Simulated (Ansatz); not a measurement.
# WSe3: what the fields show

The calculation's input:

```
crystal:
  lattice:
    - [6.7026842934, 0.0, 0.0]
    - [0.0, 6.7026842934, 0.0]
    - [0.0, 0.0, 6.7632204274]
  atoms:
    - { symbol: W, position: [0.5, 0.0, 0.9064642148] }
    - { symbol: W, position: [0.0, 0.5, 0.0935357852] }
    - { symbol: Se, position: [0.25, 0.75, 0.0] }
    - { symbol: Se, position: [0.75, 0.75, 0.0] }
    - { symbol: Se, position: [0.75, 0.25, 0.0] }
    - { symbol: Se, position: [0.25, 0.25, 0.0] }
    - { symbol: Se, position: [0.5, 0.0, 0.571600405] }
    - { symbol: Se, position: [0.0, 0.5, 0.428399595] }
basis:
  ecutwfc: 420
kpoints:
  mp_grid: { grid: [6, 6, 6] }
hamiltonian:
  xc: pbe
scf:
  occupations: { method: gaussian, width: 0.1 }
output:
  forces: true
  stress: true
  eigenvalues: true
  write_density: true
  write_potential: true
  elf: true
  volumetric_format: npy
relax:
  adjacent_minimum: "off"
  f_tol: 0.01
  max_steps: 80
  cell: { stress_tol: 0.05 }
```

Run with:

```sh
ansatz run input.yaml --threads 1 --pin off --max-ram 2560MiB --backend cpu --events-out ev --progress --plain --runs-dir out
```

Below, planes, directions and counts refer to the conventional cell (a = 6.70 Å, b = 6.70 Å, c = 6.76 Å, α = 90.00°, β = 90.00°, γ = 90.00°).

The fields are those of the relaxed geometry.

Space group P4/nmm; a structure generated by program, which may or may not match a known phase.

Computed with DFT PBE, scalar-relativistic, plane waves, PAW (Ansatz).

The density is the valence pseudo-density of a PAW calculation; it isn't the true density close to the nuclei.

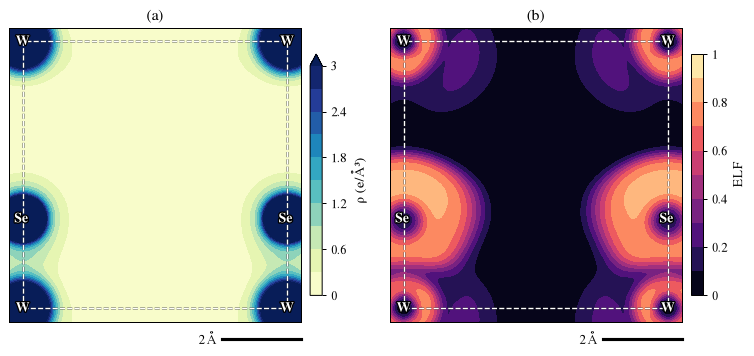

Figure 1. (a) valence electron density; (b) electron localisation function on the (100) plane of the conventional cell.

> Describe what can be read from this map.

- Atoms in the plane: W and Se.
- W–Se (2.26 Å): the density is about 0.9 e/Å³ at the midpoint; the ELF is about 0.50 at the midpoint.
- The density dies away to nearly zero in the voids.
- The features right at W lie inside the PAW spheres, where the map follows smoothed inner orbitals and isn't to be read closely.

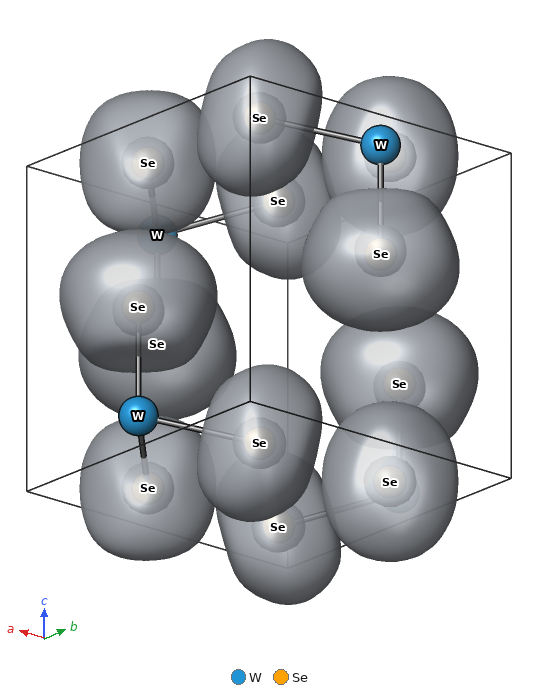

Figure 2. Isosurface of the electron localisation function at 0.6 (grey), seen at an oblique angle. Core shells and regions of very low density are left out. Sticks mark near contacts.

> Describe the localisation domains.

At this value the surface marks out six regions wrapped around Se (the valence shell of each), counted in one cell of 8 atoms. Any copies at cell faces, edges or corners count once. Profiles from the grid: W–Se (2.45 Å): the ELF is about 0.40 at the midpoint.

> Does the calculation give a band gap?

It is gapless in this calculation (a metal or semimetal); semilocal functionals without U, or without the true magnetic order, often close the gap of such compounds.
